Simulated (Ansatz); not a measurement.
## Single-point calculation, with input and output: GaN (part 2 of 2)

Continued. System: GaN (slab, 24 atoms in the cell). Method: DFT PBE, scalar-relativistic, plane waves, PAW, no spin polarisation (Ansatz 0.2.0); cutoff 420 eV, 7×7×1 k-mesh, Gaussian smearing of 0.1 eV. The structure derives from an entry of the Crystallography Open Database. It belongs to a series of runs on one base structure; here: the substrate alone at its places in the stack.

Geometry of the input (Å; fractional positions):
```
6.1520  0.0000  0.0000
-2.7846  5.4858  0.0000
0.0000  0.0000  28.0535
Ga -0.0060  1.0060  0.2765
Ga 0.4940  0.5060  0.2765
N  0.8213  0.1787  0.2674
N  0.3213  0.6787  0.2674
Ga 0.5115  0.9885  0.2960
Ga 0.0115  0.4885  0.2960
N  0.3238  0.1762  0.2988
N  0.8238  0.6762  0.2988
Ga 0.7582  0.7418  0.3677
Ga 0.2582  0.2418  0.3677
N  0.5710  0.9290  0.3660
N  0.0710  0.4290  0.3660
Ga 0.2604  0.7396  0.3982
Ga 0.7604  0.2396  0.3982
N  0.0721  0.9279  0.3988
N  0.5721  0.4279  0.3988
Ga 0.5113  0.4887  0.4664
Ga 0.0113  0.9887  0.4664
N  0.3239  0.6761  0.4655
N  0.8239  0.1761  0.4655
Ga 0.0089  0.4911  0.4982
Ga 0.5089  0.9911  0.4982
N  0.8252  0.6748  0.4957
N  0.3252  0.1748  0.4957
```

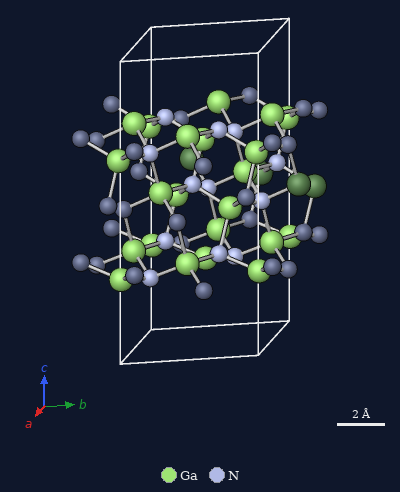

**Figure 1.** The input geometry (ball-and-stick view of the cell of the calculation, with the vacuum cut short, seen slightly off an axis; neighbours outside the cell are drawn fainter). An atom can appear more than once, as a periodic image.

**What the program printed, continued**
```
SCF iter   1: F=—  HF=-50007.768541 eV  |F-HF|=—  |Δ(HF+E_count)|=         —  Δρ=2.05e-3  dr2=1.41e-1  ethr=1.77e-3  p=0.043 e·Å  D=8.27e-3 V/Å  ΔV_dip=-0.23 eV  dr2_dipole=1.59e-3  V_vac-E_F(+/−)=4.43/4.66 eV  ⟨swp⟩=6.4  Hψ=8527  notcnv=0  defer=159
efield: sawtooth ramp at fractional position 0.8628 (placed from the atoms, in the widest stretch of the axis that holds none; the zero of the levels goes with the place), width 0.0400; the density the first Hamiltonian is built on has a dipole p = 0.043 e·Å; the dipole correction subtracts the counter field D = 8.27e-3 V/Å, which shifts the + side's vacuum level by -0.23 eV against the − side's; the planar-averaged density in the ramp window peaks in size at 7.3e-6 e/Å³
preconditioner: auto → Resta (q_TF=auto, 2.133 Å⁻¹)  ε∞=2.3  [insulator: Δε(μ)=0.782 eV  Ē_g=15.289 eV  σ=0.100 eV  W_gap=1.00  n_scr=150 (ndim 8)  ℏωp=17.7 eV  f_vac=0.663  D(μ)=0.00/eV (n_scr^D=0)  ε∞_Penn≈2.3  vacuum switching on, ρ_ref=1.7e-2 e/Å³]
SCF iter   2: F=—  HF=-50007.756144 eV  |F-HF|=—  |Δ(HF+E_count)|=   1.24e-2  Δρ=1.22e-3  dr2=1.83e-2  ethr=6.54e-5  p=0.075 e·Å  D=1.43e-2 V/Å  ΔV_dip=-0.40 eV  dr2_dipole=9.83e-5  V_vac-E_F(+/−)=4.61/5.01 eV  ⟨swp⟩=2.0  Hψ=3033  notcnv=0  defer=246
SCF iter   3: F=—  HF=-50007.754949 eV  |F-HF|=—  |Δ(HF+E_count)|=   1.19e-3  Δρ=4.96e-4  dr2=1.96e-3  ethr=8.47e-6  p=0.071 e·Å  D=1.36e-2 V/Å  ΔV_dip=-0.38 eV  dr2_dipole=5.49e-5  V_vac-E_F(+/−)=4.60/4.98 eV  ⟨swp⟩=2.0  Hψ=2850  notcnv=0  defer=246
SCF iter   4: F=—  HF=-50007.755776 eV  |F-HF|=—  |Δ(HF+E_count)|=   8.27e-4  Δρ=2.54e-4  dr2=6.45e-4  ethr=9.09e-7  p=0.078 e·Å  D=1.48e-2 V/Å  ΔV_dip=-0.42 eV  dr2_dipole=3.76e-5  V_vac-E_F(+/−)=4.61/5.02 eV  ⟨swp⟩=2.4  Hψ=3484  notcnv=0  defer=246
SCF iter   5: F=—  HF=-50007.756095 eV  |F-HF|=—  |Δ(HF+E_count)|=   3.19e-4  Δρ=1.02e-4  dr2=1.56e-4  ethr=2.99e-7  p=0.074 e·Å  D=1.42e-2 V/Å  ΔV_dip=-0.40 eV  dr2_dipole=2.08e-5  V_vac-E_F(+/−)=4.63/5.03 eV  ⟨swp⟩=3.0  Hψ=2673  notcnv=0  defer=246
SCF iter   6: F=—  HF=-50007.756115 eV  |F-HF|=—  |Δ(HF+E_count)|=   2.01e-5  Δρ=3.19e-5  dr2=9.94e-6  ethr=7.22e-8  p=0.077 e·Å  D=1.46e-2 V/Å  ΔV_dip=-0.41 eV  dr2_dipole=1.21e-7  V_vac-E_F(+/−)=4.63/5.04 eV  ⟨swp⟩=2.2  Hψ=3376  notcnv=0  defer=246
SCF iter   7: F=—  HF=-50007.756181 eV  |F-HF|=—  |Δ(HF+E_count)|=   6.64e-5  Δρ=1.85e-5  dr2=3.47e-6  ethr=4.60e-9  p=0.076 e·Å  D=1.46e-2 V/Å  ΔV_dip=-0.41 eV  dr2_dipole=2.27e-9  V_vac-E_F(+/−)=4.63/5.04 eV  ⟨swp⟩=2.9  Hψ=3519  notcnv=0  defer=257
SCF iter   8: F=—  HF=-50007.756182 eV  |F-HF|=—  |Δ(HF+E_count)|=   1.17e-6  Δρ=6.74e-6  dr2=3.83e-7  ethr=1.61e-9  p=0.076 e·Å  D=1.46e-2 V/Å  ΔV_dip=-0.41 eV  dr2_dipole=1.36e-8  V_vac-E_F(+/−)=4.63/5.04 eV  ⟨swp⟩=2.0  Hψ=3379  notcnv=0  defer=257
SCF iter   9: F=-50007.756183 eV  HF=-50007.756183 eV  |F-HF|=3.35e-8  |Δ(HF+E_count)|=   4.93e-7  Δρ=2.03e-6  dr2=4.18e-8  ethr=4.63e-11  p=0.076 e·Å  D=1.46e-2 V/Å  ΔV_dip=-0.41 eV  dr2_dipole=3.04e-9  V_vac-E_F(+/−)=4.63/5.04 eV  ⟨swp⟩=24.8  Hψ=20280  notcnv=0
SCF 1 converged in 9 iterations: F = -50007.756183 eV  dr2 = 4.18e-8
  greatest PAW one-centre occupation: 0.996 electrons in one spin orbital (limit 2), on the Ga atom at site 5 (counted from 0), in its partial waves of l = 2
WARN: The output density's exchange-correlation potential varies sharply where the density is thin. Do not read a vacuum level from v_tot or v_xc, or from such a field of the output density. On a cell that repeats whose density bears no net charge and no dipole along the vacuum's axis use v_es (v_loc + v_h of the components); under efield.dipole_correction with no amplitude use v_es + v_field, which holds any external_charges[].barrier, or the levels of the report's work_function block, which leave it out; under a non-zero efield.amplitude the vacuum is tilted and has no level; on a cell that repeats and bears such a dipole with no correction it is tilted too, and efield.dipole_correction with no amplitude gives each side of its ramp a level where efield: is served; in a cell that repeats whose density bears a net charge (total_charge, or a fill off its count) it is curved and has none; of a slab under crystal.periodic whose density bears no net charge use v_es, which has a level on each side, short of where the two are joined; of another it falls or rises all the way out and has none; of a slab beside external_charges read slab_vacuum_level instead, which it has where they leave it neutral. The grid or the basis barely resolves most such structure, and the values can differ between equally converged runs; as a rule a tighter scf.convergence.dr2_threshold does not remove it. Where the density itself ripples (under the LDA too) a higher basis.ecutwfc lessens it. The files hold the spikes' plane waves up to the density's cutoff. Files: v_tot_of_output_density and the like, and their columns of v_z.tsv (output.write_potential); v_xc_of_output_density and the like, and their columns of v_comp_z.tsv (output.write_potential_components). Measured: with its Gaussian average of σ = 0.25 Å subtracted twice, the exchange-correlation potential is over 0.1 eV at 222 of the grid points where the equally averaged density (valence and model cores) is under 1e-3 e/Å³, and 0.277 eV at the most among them, at an averaged density of 2.9e-7 e/Å³. See output.write_potential in the manual, Limitations
SCF converged after 9 iterations
Free energy (F): -50007.756183 eV
Harris-Foulkes:  -50007.756183 eV  (|F-HF|=3.35e-8)
Internal energy: -50007.756183 eV  (E = F + TS)
E sigma→0 (E₀):  -50007.756183 eV
Fermi energy:    -0.467435 eV
Dipole field:    D = 0.014560 V/Å  (p = 0.076182 e·Å, saw-weighted, corrected)
Work function:   Φ+ = 4.6341 eV   Φ− = 5.0426 eV
Levels:          The Fermi level and band energies are counted from a zero that moves with the ramp; work functions are not
--- Per-component energies (eV) ---
  E_band       = -2368.730797
  E_kinetic    = 2939.510978
  E_local      = -322312.913765  (includes V_loc(G=0)·N_el)
  E_nonlocal   = 5685.999381
  E_hartree    = 159074.570515
  E_xc         = -1536.362544
  E_vxc        = -1596.249026  (∫ρ·V_xc dr)
  E_paw        = -25434.688252  (= ΣΔE_a)
  E_vpaw       = -5234.174142  (= ΣTr[D̂ρ^β])
  E_aug_tail   = 0.000315  (compensation charges beyond the density's cutoff)
  E_efield     = 0.000555  (sawtooth field / dipole correction)
  E_vefield    = -0.046431  (∫n·V_field dr)
  E_ewald      = 131576.126635
  E_smearing   = -0.000000  (= −TS)
  E_closure    = -0.000000  (closes the sum)
  Σ components = -50007.756183   (vs F -50007.756183, Δ=0.00e0)
--- Forces (eV/Å), atoms counted from 1 ---
  atom   1  Ga     0.05087297    -0.03122832     0.03883276
  atom   2  Ga     0.05087297    -0.03122832     0.03883276
  atom   3  N     -0.01039879     0.00638329     0.01552680
  atom   4  N     -0.01039879     0.00638329     0.01552680
  atom   5  Ga    -0.04834351     0.02967562    -0.02015745
  atom   6  Ga    -0.04834351     0.02967562    -0.02015745
  atom   7  N     -0.01032891     0.00634039    -0.08663262
  atom   8  N     -0.01032891     0.00634039    -0.08663262
  atom   9  Ga     0.14930513    -0.09165080     0.10833531
  atom  10  Ga     0.14930513    -0.09165080     0.10833531
  atom  11  N      0.00949778    -0.00583021     0.12887820
  atom  12  N      0.00949778    -0.00583021     0.12887820
  atom  13  Ga    -0.30683407     0.18834978    -0.12703895
  atom  14  Ga    -0.30683407     0.18834978    -0.12703895
  atom  15  N     -0.04338321     0.02663074    -0.37410436
  atom  16  N     -0.04338321     0.02663074    -0.37410436
  atom  17  Ga     0.75133195    -0.46120435     0.79860618
  atom  18  Ga     0.75133195    -0.46120435     0.79860618
  atom  19  N      0.21502059    -0.13199017     1.11961746
  atom  20  N      0.21502059    -0.13199017     1.11961746
  atom  21  Ga    -1.31071692     0.80458225    -1.76014721
  atom  22  Ga    -1.31071692     0.80458225    -1.76014721
  atom  23  N      0.55398568    -0.34006354     0.15830556
  atom  24  N      0.55398568    -0.34006354     0.15830556
  max |Σ_I F_I| component: 4.33e-5 eV/Å
--- Stress (GPa, compression-positive) ---
       -0.162923       0.428983      -0.143409
        0.428983       0.272587       0.088032
       -0.143410       0.088032      -0.327796
  P = ⅓ Tr σ = -0.0727 GPa (-0.727 kbar)
--- Band table (eV; the first three rows and the last of 16) ---
  k-point 0: bands = ["-16.8263", "-16.5104", "-16.3203", "-16.2020", "-16.1825", "-15.9874", "-15.9188", "-15.8853", "-15.8603", "-15.7945", "-15.5637", "-15.4150", "-15.0246", "-14.9991", "-14.9672", "-14.9656", "-14.9641", "-14.9603", "-14.9476", "-14.8869", "-14.8802", "-14.8568", "-14.8335", "-14.8272", "-14.8226", "-14.8000", "-14.6147", "-14.6111", "-14.6111", "-14.5782", "-14.5781", "-14.5625", "-14.5567", "-14.5349", "-14.5118", "-14.4916", "-14.4892", "-14.4530", "-14.4328", "-14.4311", "-14.4294", "-14.4247", "-14.3902", "-14.3746", "-14.3533", "-14.3159", "-14.2494", "-14.1875", "-14.1321", "-14.0921", "-14.0809", "-14.0261", "-14.0199", "-14.0025", "-13.9635", "-13.9533", "-13.9281", "-13.9151", "-13.8985", "-13.8661", "-13.8222", "-13.8080", "-13.2583", "-13.1082", "-13.0501", "-12.8533", "-12.8362", "-12.8354", "-12.4572", "-12.2946", "-12.1481", "-12.1284", "-7.7857", "-7.5901", "-7.4057", "-7.3041", "-7.2737", "-7.1130", "-7.0468", "-6.9484", "-6.7425", "-5.4568", "-5.3221", "-4.4261", "-3.9810", "-3.7181", "-3.6599", "-3.4159", "-3.3899", "-3.2902", "-3.1325", "-3.0617", "-2.9330", "-2.8136", "-2.7523", "-2.7036", "-2.5412", "-2.4602", "-2.4307", "-2.0847", "-1.8147", "-1.4661", "-1.4623", "-1.3908", "-1.2551", "-0.9685", "-0.9666", "-0.9100", "-0.0424", "1.0950", "1.1889", "2.2064", "2.9187", "3.5411", "3.6201", "3.7293", "3.7982", "3.9892", "3.9974", "4.1512", "4.4065", "4.4417", "4.5191", "4.7668", "4.8217", "4.8373", "4.9396", "5.3630", "5.4733", "6.3110", "6.5498", "6.5684"]
  k-point 1: bands = ["-16.7877", "-16.4854", "-16.3306", "-16.2088", "-16.1670", "-15.9814", "-15.9255", "-15.8809", "-15.8689", "-15.7981", "-15.5530", "-15.4191", "-15.0336", "-15.0057", "-14.9713", "-14.9591", "-14.9589", "-14.9501", "-14.9492", "-14.8843", "-14.8763", "-14.8598", "-14.8367", "-14.8299", "-14.8295", "-14.7715", "-14.6213", "-14.6185", "-14.5983", "-14.5839", "-14.5765", "-14.5578", "-14.5493", "-14.5379", "-14.5033", "-14.4923", "-14.4860", "-14.4558", "-14.4425", "-14.4345", "-14.4269", "-14.4239", "-14.3947", "-14.3623", "-14.3582", "-14.3207", "-14.2382", "-14.1998", "-14.1429", "-14.0951", "-14.0867", "-14.0292", "-14.0137", "-14.0013", "-13.9726", "-13.9337", "-13.9332", "-13.9203", "-13.8953", "-13.8624", "-13.8265", "-13.8127", "-13.2739", "-13.2296", "-13.1275", "-12.8757", "-12.8679", "-12.8204", "-12.4671", "-12.3082", "-12.1509", "-12.1503", "-7.6531", "-7.4569", "-7.2992", "-7.2580", "-7.1060", "-7.0317", "-6.9144", "-6.8204", "-6.4906", "-5.3890", "-5.3024", "-4.3893", "-4.3032", "-3.9518", "-3.8876", "-3.4251", "-3.3806", "-3.3392", "-3.3012", "-3.2274", "-2.9508", "-2.8401", "-2.7566", "-2.6716", "-2.6043", "-2.5464", "-2.4180", "-2.0721", "-2.0116", "-1.7518", "-1.4494", "-1.4489", "-1.3703", "-1.1810", "-0.9769", "-0.9178", "0.2581", "1.0670", "1.3348", "2.2229", "3.0087", "3.6011", "3.7531", "3.7709", "3.9150", "4.1411", "4.1533", "4.3788", "4.4103", "4.6015", "4.6458", "4.8939", "4.9536", "5.0606", "5.1003", "5.4715", "5.6204", "6.3981", "6.4166", "6.4721"]
  k-point 2: bands = ["-16.6849", "-16.4208", "-16.3665", "-16.2315", "-16.1243", "-15.9648", "-15.9502", "-15.8905", "-15.8684", "-15.8095", "-15.5244", "-15.4319", "-15.0431", "-15.0186", "-14.9810", "-14.9777", "-14.9419", "-14.9312", "-14.9241", "-14.8847", "-14.8690", "-14.8687", "-14.8556", "-14.8373", "-14.8045", "-14.7190", "-14.6505", "-14.6141", "-14.5999", "-14.5752", "-14.5729", "-14.5492", "-14.5479", "-14.5146", "-14.4957", "-14.4891", "-14.4746", "-14.4645", "-14.4590", "-14.4405", "-14.4286", "-14.4146", "-14.4015", "-14.3713", "-14.3506", "-14.3196", "-14.2342", "-14.2079", "-14.1765", "-14.1056", "-14.0968", "-14.0430", "-14.0014", "-13.9944", "-13.9796", "-13.9464", "-13.9353", "-13.8865", "-13.8855", "-13.8411", "-13.8389", "-13.8246", "-13.6156", "-13.2862", "-13.1469", "-12.9522", "-12.9281", "-12.8356", "-12.4870", "-12.3519", "-12.1993", "-12.1596", "-7.2992", "-7.1840", "-7.0616", "-6.8908", "-6.8853", "-6.7450", "-6.6319", "-6.4478", "-5.8124", "-5.5377", "-5.0553", "-4.7593", "-4.4494", "-4.3356", "-4.0336", "-3.9380", "-3.8568", "-3.6659", "-3.6081", "-3.3618", "-3.2739", "-2.9260", "-2.7175", "-2.7143", "-2.5636", "-2.4910", "-2.4836", "-2.4161", "-2.3599", "-1.9773", "-1.7779", "-1.5472", "-1.4066", "-1.3105", "-1.0002", "-0.9509", "0.6227", "1.0028", "1.6877", "2.2650", "3.2106", "3.5547", "3.9802", "4.0966", "4.2751", "4.4621", "4.5255", "4.6087", "4.8292", "4.9488", "4.9615", "5.2542", "5.4287", "5.4456", "5.5681", "5.7859", "6.0120", "6.0150", "6.2733", "6.3968"]
  k-point 15: bands = ["-16.5913", "-16.3743", "-16.3507", "-16.2486", "-16.0990", "-16.0452", "-15.9461", "-15.8951", "-15.8781", "-15.8149", "-15.4807", "-15.4566", "-15.0255", "-15.0016", "-14.9722", "-14.9546", "-14.9532", "-14.9460", "-14.9412", "-14.8904", "-14.8862", "-14.8523", "-14.8284", "-14.8209", "-14.8084", "-14.7981", "-14.6312", "-14.6069", "-14.5884", "-14.5883", "-14.5737", "-14.5378", "-14.5302", "-14.5183", "-14.5141", "-14.4808", "-14.4546", "-14.4512", "-14.4386", "-14.4278", "-14.4040", "-14.4009", "-14.3934", "-14.3694", "-14.3491", "-14.3272", "-14.2563", "-14.1581", "-14.1391", "-14.0972", "-14.0744", "-14.0217", "-14.0030", "-14.0004", "-13.9691", "-13.9337", "-13.9267", "-13.9213", "-13.8957", "-13.8472", "-13.8225", "-13.8103", "-13.7088", "-13.4484", "-13.2743", "-13.2380", "-12.8931", "-12.6736", "-12.5499", "-12.5484", "-12.2686", "-12.1485", "-7.1555", "-7.0436", "-6.9187", "-6.8026", "-6.6052", "-6.5353", "-5.9909", "-5.7839", "-5.6252", "-5.4764", "-5.1998", "-5.0300", "-4.8559", "-4.5436", "-4.4224", "-4.2892", "-3.8217", "-3.6769", "-3.3924", "-3.2513", "-3.2107", "-3.1544", "-3.1220", "-2.8497", "-2.5882", "-2.4601", "-2.4183", "-2.4120", "-2.3382", "-2.2569", "-1.6317", "-1.5182", "-1.3335", "-1.3051", "-1.2125", "-1.0944", "0.6632", "1.2158", "1.9624", "2.3367", "3.2112", "3.5828", "3.6858", "3.8738", "4.1517", "4.3282", "4.4498", "4.5558", "4.5989", "4.9536", "5.1389", "5.2879", "5.3359", "5.4591", "5.6627", "5.7517", "5.7871", "6.0425", "6.1781", "6.2437"]
```

**Summary**

| quantity | value |
| --- | --- |
| outcome | converged |
| electrons treated | 216 |
| free energy | −50007.7562 eV |
| work function, top face | 4.63 eV |
| work function, bottom face | 5.04 eV |
| Fermi energy | −0.467 eV |
| gap on the k-point mesh | 0.87 eV |
| work function (upper face) | 4.63 eV |
| largest force (length of the vector) | 2.337 eV/Å |
| hardware | 8 threads of Arm Neoverse V1, 24 GiB of memory available, shared host |
| wall time | 52 s (CPU time 6.7 min) |
| peak memory | 4.8 GiB |

**Remarks**

The program warns: the exchange-correlation potential is rough where the density is thin.
